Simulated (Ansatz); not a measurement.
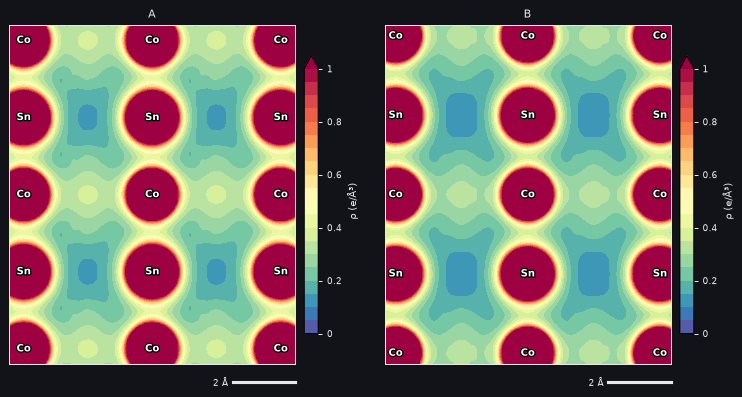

Co3Sn2. The valence electron density of two cells that differ in size, on the (010) plane of each (indices in the axes of the calculation cell), at one length scale and on one colour scale; one has 14.4 and the other 15.7 Å³ an atom.

Method: Ansatz, DFT PBEsol, scalar-relativistic, plane waves, PAW.

The larger cell:

```
Co Sn
1.0
     4.22299    0.00000    0.00000
    -2.11150    3.65722    0.00000
     0.00000    0.00000    5.06685
Co Sn
3 2
Direct
  0.00000 0.00000 0.74636
  0.00000 0.00000 0.25364
  0.66667 0.33333 0.00000
  0.66667 0.33333 0.50000
  0.33333 0.66667 0.00000
```

The smaller cell: a = 4.107 Å, b = 4.107 Å, c = 4.928 Å, α = 90.00°, β = 90.00°, γ = 120.00°.

Which panel shows the smaller cell, and what does the compression change?

Panel A is the smaller cell, by 8 % in volume. From the larger cell to the smaller, Co–Sn goes from 2.53 to 2.46 Å, and the density at its midpoint from 0.38 to 0.42 e/Å³; the pressure goes from −8 to 5 GPa.
